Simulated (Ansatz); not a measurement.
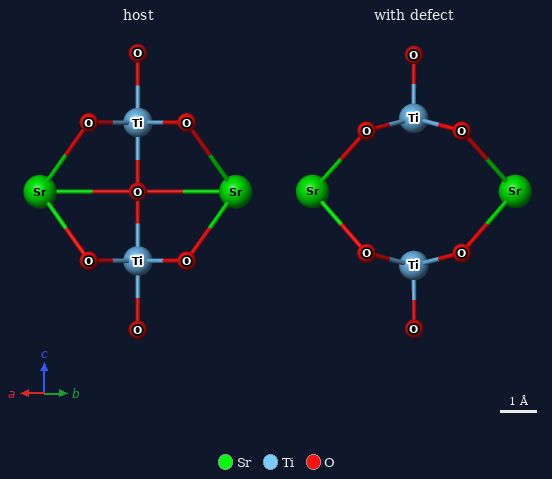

Left: perfect SrTiO3. Right: the same region with one point defect, after relaxing the atoms in a supercell of 135 sites. The picture is a ball-and-stick view of the atoms within 4.6 Å of one point, in a slice 4.2 Å thick across the line of sight, seen along [110].

Level of theory: DFT, PBEsol, PAW, plane waves in Ansatz 0.2.0. (plane-wave cutoff 420 eV; k-point mesh 1 × 1 × 1; mesh shifted by (0.25, 0.25, 0.25); no spin polarisation) Fermi-Dirac smearing of 0.01 eV. A uniform background neutralises the charged cell. The axes drawn are those of the host's conventional cell.

**Which defect is it?**

An oxygen atom is taken out (a vacancy).

The charge state of the cell is +2.

**What does the relaxation do around it?**

Around the empty O site the host had 2 Ti at 1.95 Å; after relaxation the nearest atoms are 2 Ti at 2.07 Å. Of the host's atoms, an oxygen atom moves furthest from its site, by 0.24 Å.

Limits of the set-up: the cell is charged, on a uniform background, and energies carry no finite-size correction.
